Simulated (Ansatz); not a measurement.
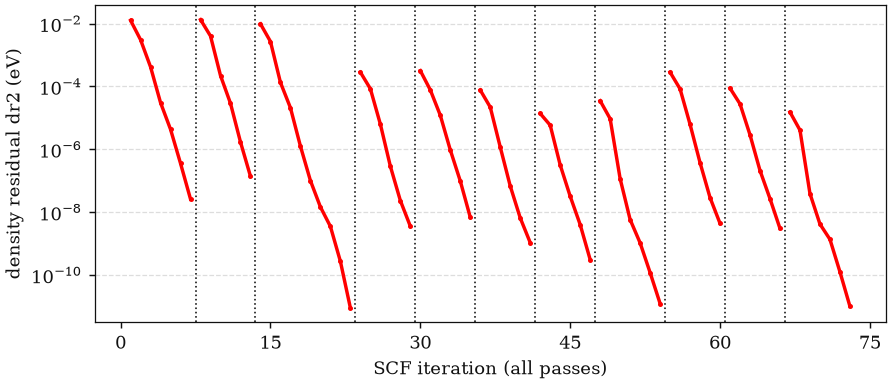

The plot shows the SCF iterations of a calculation: density residual dr2. Each stretch between dotted lines is the SCF of one geometry step of a relaxation. The starting density is a sum of atomic densities corrected by a trained network. Passes 8 and 11 re-solve the same geometry on a plane-wave basis chosen afresh for the new cell.

SnO (4 atoms in the cell), run with Ansatz.

```
crystal:
  lattice:
    - [5.9049710564, 0.0, 0.0]
    - [0.0, 3.3060265861, 0.0]
    - [0.0, 0.0, 3.7859084703]
  atoms:
    - { symbol: Sn, position: [0.75, 0.0, 0.6118218523] }
    - { symbol: Sn, position: [0.25, 0.0, 0.3881781477] }
    - { symbol: O, position: [0.75, 0.5, 0.9379111623] }
    - { symbol: O, position: [0.25, 0.5, 0.0620888377] }
basis:
  ecutwfc: 420
  ecutrho_ratio: 2
kpoints:
  mp_grid: { grid: [8, 14, 12] }
hamiltonian:
  xc: pbe
scf:
  occupations: { method: gaussian, width: 0.1 }
  max_iter: 80
output:
  forces: true
  eigenvalues: true
  stress: true
relax:
  adjacent_minimum: "off"
  f_tol: 0.01
  max_steps: 80
  cell: { stress_tol: 0.05 }
```

Command:
```bash
ansatz run input.yaml --threads 1 --pin off --max-ram 2560MiB --backend cpu --events-out ev --progress --plain --runs-dir out
```

Q: How did this run end?

A: It converged, after 73 iterations in all. There are 11 passes, of 7, 6, 10, 6, 6, 6, 6, 7, 6, 6 and 7 iterations. In pass 3, the residual falls at every step. The relaxation met its thresholds.

Q: Is anything amiss with this input?

A: The input holds an odd setting (a density cutoff under four times that of the waves). The SCF closed; whether the result suffers can't be told from this run alone.
